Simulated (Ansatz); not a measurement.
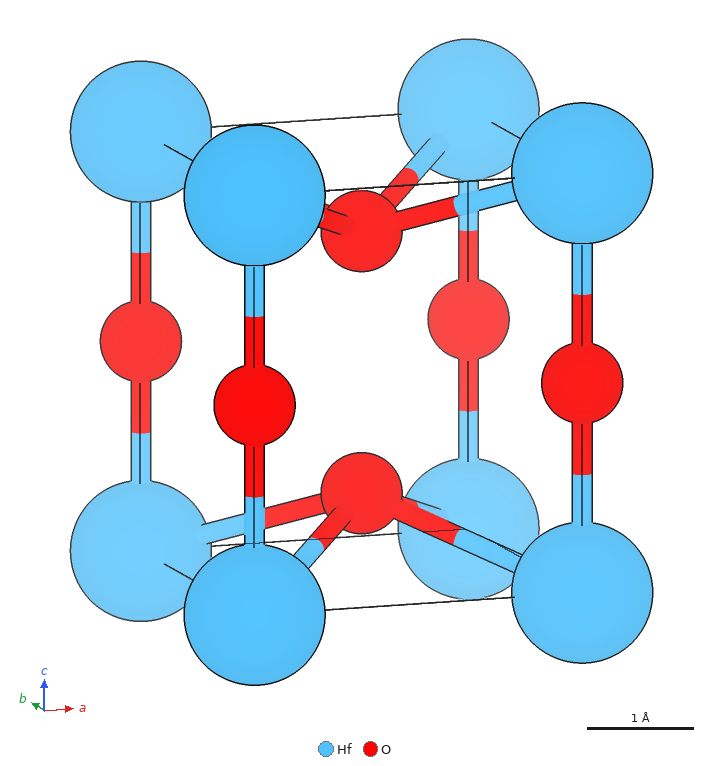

Drawn in the ball-and-stick manner and seen slightly off an axis. The box is the conventional unit cell; atoms on or close to its faces, edges and corners are drawn wherever they repeat. Cell: a = 3.29 Å, b = 3.29 Å, c = 4.05 Å, α = 90.00°, β = 90.00°, γ = 90.00°.

It goes back to a structure type filled with these elements by a generator (whether the compound takes this form wasn't checked). Earlier steps of the study, as a rule a relaxation of our own, may have changed the cell and positions, so they can lie some per cent off the listed ones. It was the input of a calculation with Ansatz.

Question: Caption:

Answer: The formula is HfO3. It takes space group P4/mmm (No. 123) on a primitive tetragonal lattice. In the cell are 1 Hf, 3 O, which makes 1 formula unit. With all contacts inside bonding distance counted, the coordination numbers are Hf 10 and O 2 to 5 (mean 4.0). Not all metal-metal contacts are counted.

Theory: DFT PBE, scalar-relativistic, plane waves, PAW (Ansatz). Numerical settings: a basis cut at 420 eV, k-point mesh 14×14×12, Gaussian smearing of 0.1 eV, no spin polarisation.

Question: How large a gap does the method give, if there is one?

Answer: A metal: bands cross the Fermi level.

Question: What does a Bader analysis give?

Answer: Hf +2.51 e; O -1.13 to -0.69 e.

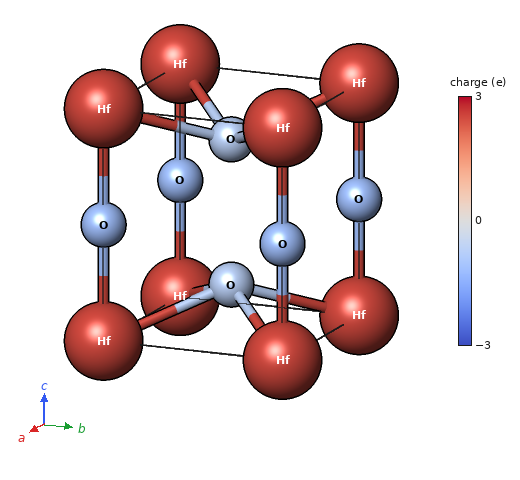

The atoms coloured by those charges. The run's cell of 4 atoms is drawn.

Question: Does this geometry sit at a stationary point of the energy?

Answer: Yes. All forces vanish to within 0.01 eV/Å. The pressure is 0.0 GPa, close to zero.
